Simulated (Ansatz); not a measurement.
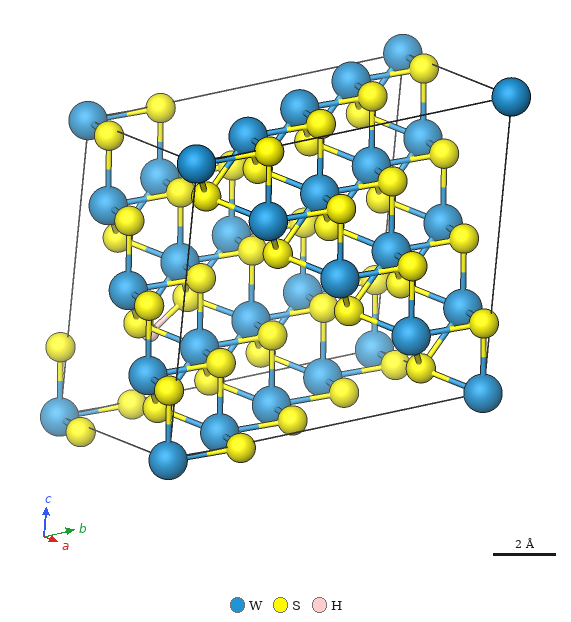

The input geometry (ball-and-stick view of the cell of the calculation, seen slightly off an axis). An atom can appear more than once, as a periodic image.

Run report: W$_{16}$HS$_{32}$ (charge −1), geometry relaxation (part 1 of 3)

System: W$_{16}$HS$_{32}$ (defect cell, 49 atoms in the cell, total charge −1).
Method: DFT PBE, scalar-relativistic, plane waves, PAW, no spin polarisation (Ansatz 0.2.0).

The structure derives from a Materials Project entry. It belongs to a series of runs on one base structure; here: H interstitial, charge -1, atoms relaxed at the host's cell.

### The program's output
```
Engine: ansatz 0.2.0, x86_64-unknown-linux-gnu
Pseudopotentials: kind: paw
Pseudopotential: W, paw, valence charge 14, recommended cutoff 420 eV (normal), W.paw.azcp
Pseudopotential: S, paw, valence charge 6, recommended cutoff 420 eV (normal), S.paw.azcp
Pseudopotential: H, paw, valence charge 1, recommended cutoff 420 eV (normal), H.paw.azcp
Functional definition: PBE
  parameter kappa = 0.804
  parameter beta = 0.06672455060314922
  exchange = pbe_x(kappa = kappa, mu = beta*pi^2/3)
  correlation = pbe_c(beta = beta)
Crystal: 49 atoms, lattice volume = 1052.441 Å³
Basis set: ecut = 420 eV, 20557 PW (Γ), exchange–correlation on 144×144×144 points (8 copies of the dense FFT grid, shifted against one another)
Bands: 258, of which v1, the nominal top of the filled ones, is band 209 counted from 1 (208 counted from 0)
Symmetry: 2 space group operations
Space group: Cm (ITA 8), of the structure as read, at distance tolerance 1.0e-4 Å
k-points: 1
Non-local potential: W, projectors of the file, l = 0: 3, l = 1: 2, l = 2: 2, l = 3: 1
Non-local potential: S, projectors of the file, l = 0: 2, l = 1: 2, l = 2: 2
Non-local potential: H, projectors of the file, l = 0: 2, l = 1: 1
PAW form: soft (Blöchl's): semilocal exchange-correlation on the pseudo side does not see the compensation charge
PAW one-centre angular grid: W, 590 points (default); XC on 64 Gauss nodes
PAW one-centre angular grid: S, 110 points (default); XC on 64 Gauss nodes
PAW one-centre angular grid: H, 110 points (default); XC on 64 Gauss nodes
Initial density: superposition of atomic densities (neutral atoms scaled as one to the charged cell's electrons: chi_scale 0, normalization atom), corrected by the library's trained network
Initial wavefunctions: pseudopotential atomic-orbital guess
Functional: x = pbe(κ = 0.804, μ = 0.2195149727645171), c = pbe(β = 0.06672455060314922)
SCF iter   1: F=—  HF=-195068.950529 eV  |F-HF|=—  |Δ(HF+E_count)|=         —  Δρ=9.95e-3  dr2=2.47e0  ethr=1.77e-3  ⟨swp⟩=8.0  Hψ=1026  notcnv=0  defer=11
preconditioner: auto → Resta (q_TF=auto, 2.339 Å⁻¹)  ε∞=6.4  [insulator: Δε(μ)=1.446 eV  Ē_g=8.366 eV  σ=0.010 eV  W_gap=1.00  n_scr=226 (ndim 8)  ℏωp=19.5 eV  f_vac=0.188  D(μ)=0.00/eV (n_scr^D=0)  ε∞_Penn≈6.4]
SCF iter   2: F=—  HF=-195068.591977 eV  |F-HF|=—  |Δ(HF+E_count)|=   3.59e-1  Δρ=4.36e-3  dr2=2.59e-1  ethr=5.90e-4  ⟨swp⟩=2.0  Hψ=358  notcnv=0  defer=32
SCF iter   3: F=—  HF=-195068.568751 eV  |F-HF|=—  |Δ(HF+E_count)|=   2.32e-2  Δρ=1.96e-3  dr2=6.73e-2  ethr=6.21e-5  ⟨swp⟩=2.0  Hψ=356  notcnv=0  defer=32
SCF iter   4: F=—  HF=-195068.569436 eV  |F-HF|=—  |Δ(HF+E_count)|=   6.85e-4  Δρ=9.04e-4  dr2=1.56e-2  ethr=1.61e-5  ⟨swp⟩=3.0  Hψ=397  notcnv=0  defer=32
SCF iter   5: F=—  HF=-195068.573283 eV  |F-HF|=—  |Δ(HF+E_count)|=   3.85e-3  Δρ=4.31e-4  dr2=3.66e-3  ethr=3.72e-6  ⟨swp⟩=2.0  Hψ=338  notcnv=0  defer=32
SCF iter   6: F=—  HF=-195068.573619 eV  |F-HF|=—  |Δ(HF+E_count)|=   3.36e-4  Δρ=1.44e-4  dr2=6.14e-4  ethr=8.75e-7  ⟨swp⟩=2.0  Hψ=339  notcnv=0  defer=32
SCF iter   7: F=—  HF=-195068.573811 eV  |F-HF|=—  |Δ(HF+E_count)|=   1.92e-4  Δρ=9.83e-5  dr2=3.19e-4  ethr=1.47e-7  ⟨swp⟩=2.0  Hψ=363  notcnv=0  defer=32
SCF iter   8: F=—  HF=-195068.573832 eV  |F-HF|=—  |Δ(HF+E_count)|=   2.07e-5  Δρ=4.34e-5  dr2=4.22e-5  ethr=7.63e-8  ⟨swp⟩=2.0  Hψ=339  notcnv=0  defer=32
SCF iter   9: F=-195068.573853 eV  HF=-195068.573850 eV  |F-HF|=2.62e-6  |Δ(HF+E_count)|=   1.82e-5  Δρ=1.37e-5  dr2=3.99e-6  ethr=3.74e-9  ⟨swp⟩=13.0  Hψ=1134  notcnv=0
SCF 1 converged in 9 iterations: F = -195068.573853 eV  dr2 = 3.99e-6
  greatest PAW one-centre occupation: 1.000 electrons in one spin orbital (limit 2), on the W atom at site 1 (counted from 0), in its partial waves of l = 0
relax step   1: F+E_penalty+E_count = -195068.57385291 eV  Δ(F+E_penalty+E_count) = +0.000e0 eV  max|allowed force component| = 5.902e-1 eV/Å  Δτ_max = 0.0000 Å  (9 SCF iters, dr2 threshold 1.56e-5 eV, accepted)
Initial density: handed on by an earlier stage of this run
Initial wavefunctions: those handed on with the density
iter 1 solved again at ethr=2.22e-5 eV; its pass at ethr=3.10e-3 eV (dr2=9.27e-2 eV) is discarded
SCF iter   1: F=—  HF=-195068.631088 eV  |F-HF|=—  |Δ(HF+E_count)|=         —  Δρ=3.18e-3  dr2=9.18e-2  ethr=2.22e-5  ⟨swp⟩=3.0  Hψ=928  notcnv=0  defer=32
preconditioner: auto → Resta (q_TF=auto, 2.339 Å⁻¹)  ε∞=6.5  [insulator: Δε(μ)=1.073 eV  Ē_g=8.316 eV  σ=0.010 eV  W_gap=1.00  n_scr=226 (ndim 8)  ℏωp=19.5 eV  f_vac=0.182  D(μ)=0.00/eV (n_scr^D=0)  ε∞_Penn≈6.5]
SCF iter   2: F=—  HF=-195068.617010 eV  |F-HF|=—  |Δ(HF+E_count)|=   1.41e-2  Δρ=1.77e-3  dr2=2.27e-2  ethr=2.20e-5  ⟨swp⟩=2.0  Hψ=356  notcnv=0  defer=32
SCF iter   3: F=—  HF=-195068.615150 eV  |F-HF|=—  |Δ(HF+E_count)|=   1.86e-3  Δρ=8.15e-4  dr2=1.94e-2  ethr=5.43e-6  ⟨swp⟩=3.0  Hψ=391  notcnv=0  defer=32
SCF iter   4: F=—  HF=-195068.616562 eV  |F-HF|=—  |Δ(HF+E_count)|=   1.41e-3  Δρ=1.71e-4  dr2=3.98e-4  ethr=4.63e-6  ⟨swp⟩=2.0  Hψ=333  notcnv=0  defer=32
SCF iter   5: F=—  HF=-195068.616581 eV  |F-HF|=—  |Δ(HF+E_count)|=   1.90e-5  Δρ=7.19e-5  dr2=1.12e-4  ethr=9.52e-8  ⟨swp⟩=3.0  Hψ=343  notcnv=0  defer=32
SCF iter   6: F=—  HF=-195068.616594 eV  |F-HF|=—  |Δ(HF+E_count)|=   1.31e-5  Δρ=4.01e-5  dr2=4.69e-5  ethr=2.69e-8  ⟨swp⟩=2.0  Hψ=339  notcnv=0  defer=32
SCF iter   7: F=-195068.616600 eV  HF=-195068.616598 eV  |F-HF|=2.51e-6  |Δ(HF+E_count)|=   4.09e-6  Δρ=1.36e-5  dr2=5.07e-6  ethr=5.21e-9  ⟨swp⟩=13.0  Hψ=1130  notcnv=0
SCF 2 converged in 7 iterations: F = -195068.616600 eV  dr2 = 5.07e-6
relax step   2: F+E_penalty+E_count = -195068.61660041 eV  Δ(F+E_penalty+E_count) = -4.275e-2 eV  max|allowed force component| = 5.301e-1 eV/Å  Δτ_max = 0.1950 Å  (7 SCF iters, dr2 threshold 2.18e-5 eV, accepted)
SCF iter   1: F=—  HF=-195068.665215 eV  |F-HF|=—  |Δ(HF+E_count)|=         —  Δρ=1.44e-3  dr2=2.04e-2  ethr=3.63e-5  ⟨swp⟩=3.0  Hψ=537  notcnv=0  defer=32
preconditioner: auto → Resta (q_TF=auto, 2.339 Å⁻¹)  ε∞=6.5  [insulator: Δε(μ)=1.111 eV  Ē_g=8.317 eV  σ=0.010 eV  W_gap=1.00  n_scr=226 (ndim 8)  ℏωp=19.5 eV  f_vac=0.183  D(μ)=0.00/eV (n_scr^D=0)  ε∞_Penn≈6.5]
SCF iter   2: F=—  HF=-195068.662011 eV  |F-HF|=—  |Δ(HF+E_count)|=   3.20e-3  Δρ=7.86e-4  dr2=4.34e-3  ethr=4.89e-6  ⟨swp⟩=2.0  Hψ=411  notcnv=0  defer=32
SCF iter   3: F=—  HF=-195068.665405 eV  |F-HF|=—  |Δ(HF+E_count)|=   3.39e-3  Δρ=3.29e-4  dr2=2.51e-3  ethr=1.04e-6  ⟨swp⟩=2.0  Hψ=376  notcnv=0  defer=32
SCF iter   4: F=—  HF=-195068.665145 eV  |F-HF|=—  |Δ(HF+E_count)|=   2.60e-4  Δρ=8.06e-5  dr2=7.94e-5  ethr=6.01e-7  ⟨swp⟩=2.0  Hψ=323  notcnv=0  defer=32
SCF iter   5: F=—  HF=-195068.665151 eV  |F-HF|=—  |Δ(HF+E_count)|=   5.61e-6  Δρ=3.08e-5  dr2=2.17e-5  ethr=4.20e-9  ⟨swp⟩=12.0  Hψ=1272  notcnv=0
SCF iter   6: F=-195068.665148 eV  HF=-195068.665152 eV  |F-HF|=4.23e-6  |Δ(HF+E_count)|=   1.07e-6  Δρ=1.70e-5  dr2=8.28e-6  ethr=4.20e-9  ⟨swp⟩=6.0  Hψ=934  notcnv=0
SCF 3 converged in 6 iterations: F = -195068.665148 eV  dr2 = 8.28e-6
relax step   3: F+E_penalty+E_count = -195068.66514765 eV  Δ(F+E_penalty+E_count) = -4.855e-2 eV  max|allowed force component| = 1.562e-1 eV/Å  Δτ_max = 0.0588 Å  (6 SCF iters, dr2 threshold 1.76e-5 eV, accepted)
SCF iter   1: F=—  HF=-195068.664511 eV  |F-HF|=—  |Δ(HF+E_count)|=         —  Δρ=6.52e-4  dr2=3.69e-3  ethr=9.60e-6  ⟨swp⟩=3.0  Hψ=485  notcnv=0  defer=32
preconditioner: auto → Resta (q_TF=auto, 2.339 Å⁻¹)  ε∞=6.5  [insulator: Δε(μ)=1.125 eV  Ē_g=8.318 eV  σ=0.010 eV  W_gap=1.00  n_scr=226 (ndim 8)  ℏωp=19.5 eV  f_vac=0.183  D(μ)=0.00/eV (n_scr^D=0)  ε∞_Penn≈6.5]
SCF iter   2: F=—  HF=-195068.663928 eV  |F-HF|=—  |Δ(HF+E_count)|=   5.82e-4  Δρ=3.52e-4  dr2=1.03e-3  ethr=8.82e-7  ⟨swp⟩=2.0  Hψ=410  notcnv=0  defer=32
SCF iter   3: F=—  HF=-195068.667639 eV  |F-HF|=—  |Δ(HF+E_count)|=   3.71e-3  Δρ=1.44e-4  dr2=6.52e-4  ethr=2.46e-7  ⟨swp⟩=2.0  Hψ=380  notcnv=0  defer=32
SCF iter   4: F=—  HF=-195068.667564 eV  |F-HF|=—  |Δ(HF+E_count)|=   7.49e-5  Δρ=3.81e-5  dr2=2.85e-5  ethr=1.56e-7  ⟨swp⟩=2.0  Hψ=323  notcnv=0  defer=32
SCF iter   5: F=—  HF=-195068.667566 eV  |F-HF|=—  |Δ(HF+E_count)|=   2.30e-6  Δρ=1.68e-5  dr2=6.89e-6  ethr=6.83e-9  ⟨swp⟩=2.0  Hψ=340  notcnv=0  defer=32
SCF iter   6: F=—  HF=-195068.667568 eV  |F-HF|=—  |Δ(HF+E_count)|=   1.80e-6  Δρ=1.12e-5  dr2=3.99e-6  ethr=5.06e-10  ⟨swp⟩=11.0  Hψ=1203  notcnv=0
SCF iter   7: F=-195068.667568 eV  HF=-195068.667568 eV  |F-HF|=1.00e-7  |Δ(HF+E_count)|=   1.44e-7  Δρ=4.36e-6  dr2=5.17e-7  ethr=5.06e-10  ⟨swp⟩=3.0  Hψ=839  notcnv=0
SCF 4 converged in 7 iterations: F = -195068.667568 eV  dr2 = 5.17e-7
relax step   4: F+E_penalty+E_count = -195068.66756826 eV  Δ(F+E_penalty+E_count) = -2.421e-3 eV  max|allowed force component| = 4.823e-2 eV/Å  Δτ_max = 0.0362 Å  (7 SCF iters, dr2 threshold 2.12e-6 eV, accepted)
SCF iter   1: F=—  HF=-195068.664992 eV  |F-HF|=—  |Δ(HF+E_count)|=         —  Δρ=2.43e-4  dr2=5.83e-4  ethr=2.28e-6  ⟨swp⟩=3.0  Hψ=468  notcnv=0  defer=32
preconditioner: auto → Resta (q_TF=auto, 2.339 Å⁻¹)  ε∞=6.5  [insulator: Δε(μ)=1.118 eV  Ē_g=8.317 eV  σ=0.010 eV  W_gap=1.00  n_scr=226 (ndim 8)  ℏωp=19.5 eV  f_vac=0.183  D(μ)=0.00/eV (n_scr^D=0)  ε∞_Penn≈6.5]
SCF iter   2: F=—  HF=-195068.664886 eV  |F-HF|=—  |Δ(HF+E_count)|=   1.06e-4  Δρ=1.38e-4  dr2=1.75e-4  ethr=1.39e-7  ⟨swp⟩=2.0  Hψ=410  notcnv=0  defer=32
SCF iter   3: F=—  HF=-195068.664871 eV  |F-HF|=—  |Δ(HF+E_count)|=   1.43e-5  Δρ=7.00e-5  dr2=1.54e-4  ethr=4.19e-8  ⟨swp⟩=2.0  Hψ=370  notcnv=0  defer=32
SCF iter   4: F=—  HF=-195068.664843 eV  |F-HF|=—  |Δ(HF+E_count)|=   2.86e-5  Δρ=1.24e-5  dr2=2.80e-6  ethr=3.69e-8  ⟨swp⟩=2.0  Hψ=339  notcnv=0  defer=32
SCF iter   5: F=—  HF=-195068.668681 eV  |F-HF|=—  |Δ(HF+E_count)|=   3.84e-3  Δρ=7.46e-6  dr2=1.44e-6  ethr=6.70e-10  ⟨swp⟩=3.0  Hψ=371  notcnv=0  defer=32
SCF iter   6: F=—  HF=-195068.668681 eV  |F-HF|=—  |Δ(HF+E_count)|=   4.88e-8  Δρ=3.66e-6  dr2=3.43e-7  ethr=3.45e-10  ⟨swp⟩=2.0  Hψ=339  notcnv=0  defer=32
SCF iter   7: F=-195068.668681 eV  HF=-195068.668681 eV  |F-HF|=1.45e-8  |Δ(HF+E_count)|=   5.91e-8  Δρ=1.18e-6  dr2=3.36e-8  ethr=2.39e-11  ⟨swp⟩=10.0  Hψ=1017  notcnv=0
SCF 5 converged in 7 iterations: F = -195068.668681 eV  dr2 = 3.36e-8
relax step   5: F+E_penalty+E_count = -195068.66868081 eV  Δ(F+E_penalty+E_count) = -1.113e-3 eV  max|allowed force component| = 2.097e-2 eV/Å  Δτ_max = 0.0236 Å  (7 SCF iters, accepted)
```

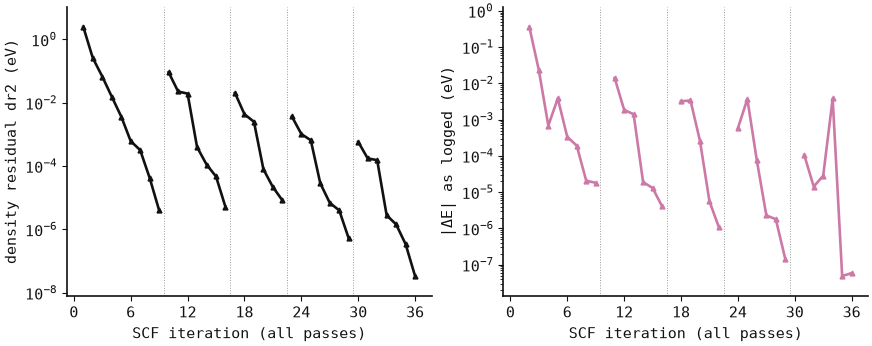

Convergence of the self-consistent field: density residual dr2 and size of the energy change against the SCF iteration. The dotted lines part the SCF passes of the relaxation: geometry steps, rejected trials and re-solves on a re-selected basis. The 5 passes take 6 to 9 iterations each, 36 in all.

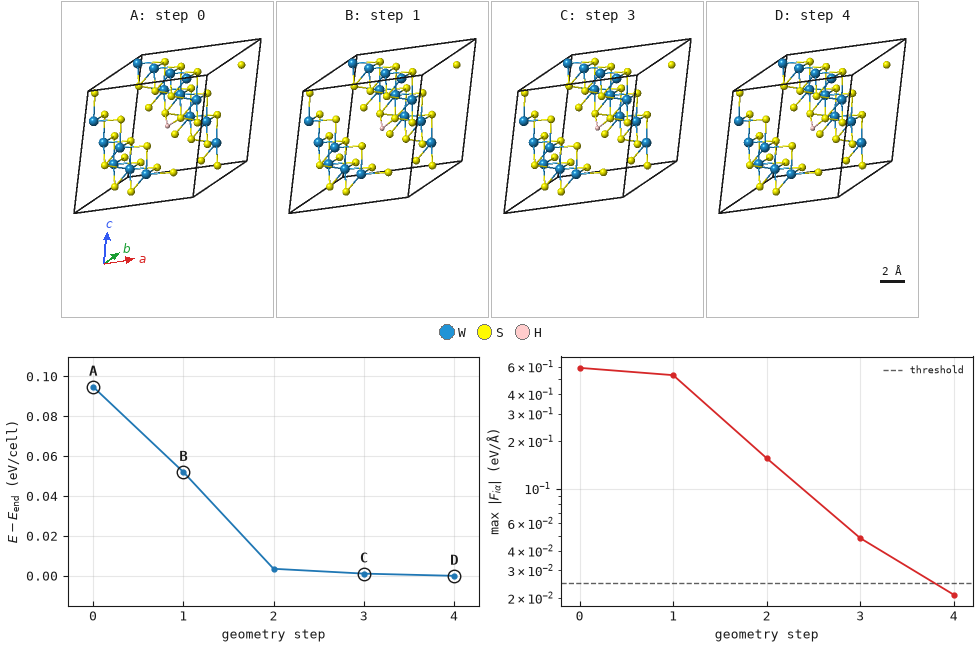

Frames of the relaxation (ball-and-stick view of the cell of the calculation (origin shifted), seen slightly off an axis) above the curves, on which the letters mark them (the first geometry is step 0 here and step 1 in the log).

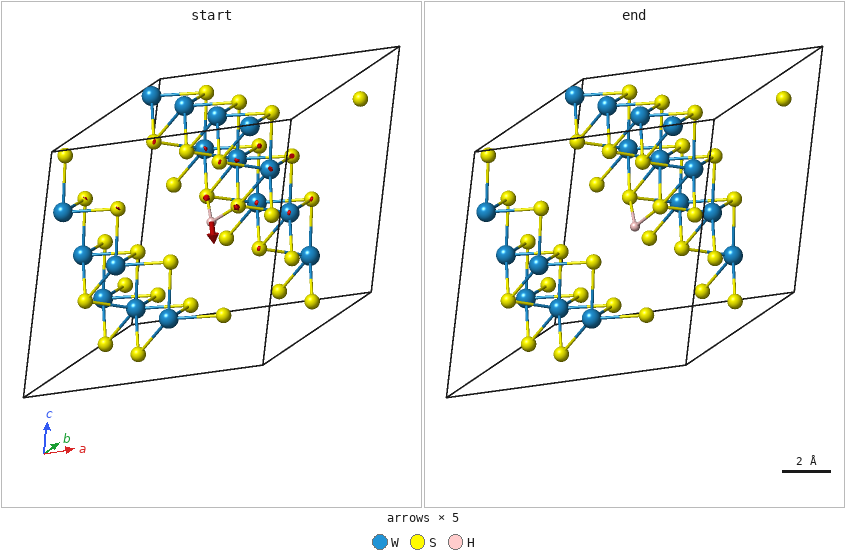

Before (left) and after (right) the relaxation, at one scale (ball-and-stick view of the cell of the calculation (origin shifted), seen slightly off an axis). The red arrows give the displacements, magnified 5 times. The energy falls by 94.8 meV per cell of the calculation in 4 geometry steps. Largest force component: 0.59 eV/Å at the start, 0.021 eV/Å at the end. The largest move is that of H49, 0.20 Å. By element the largest moves are H 0.20 Å, S 0.05 Å, W 0.04 Å. The cell stays as it was. Among the contacts that change: W4–S19 2.504 → 2.568 Å, S19–H49 1.821 → 1.864 Å, W15–S25 2.418 → 2.440 Å, W10–S39 2.422 → 2.433 Å. Among the angles that change: S19–H49–S21 112.8° → 106.0°, W6–S19–H49 84.4° → 88.8°, W4–S19–H49 164.2° → 168.1°. (Atoms are counted from 1 in the order of the input.)

```
SCF converged after 7 iterations
Free energy (F): -195068.668681 eV
Harris-Foulkes:  -195068.668681 eV  (|F-HF|=1.45e-8)
Internal energy: -195068.668681 eV  (E = F + TS)
E sigma→0 (E₀):  -195068.668681 eV
Fermi energy:    9.644251 eV
--- Per-component energies (eV) ---
  E_band       = -4260.352118
  E_kinetic    = 10670.637974
  E_local      = -43720.177474  (includes V_loc(G=0)·N_el)
  E_nonlocal   = 920.803841
  E_hartree    = 18342.515721
  E_xc         = -7405.289841
  E_vxc        = -6653.984397  (∫ρ·V_xc dr)
  E_paw        = -156210.938774  (= ΣΔE_a)
  E_vpaw       = -2162.671993  (= ΣTr[D̂ρ^β])
  E_aug_tail   = -0.001978  (compensation charges beyond the density's cutoff)
  E_ewald      = -17666.218152
  E_smearing   = -0.000000  (= −TS)
  E_closure    = 0.000000  (closes the sum)
  E_deformation_potential = -14.457591  (in the stress; not in F)
  Σ components = -195068.668681   (vs F -195068.668681, Δ=0.00e0)
```
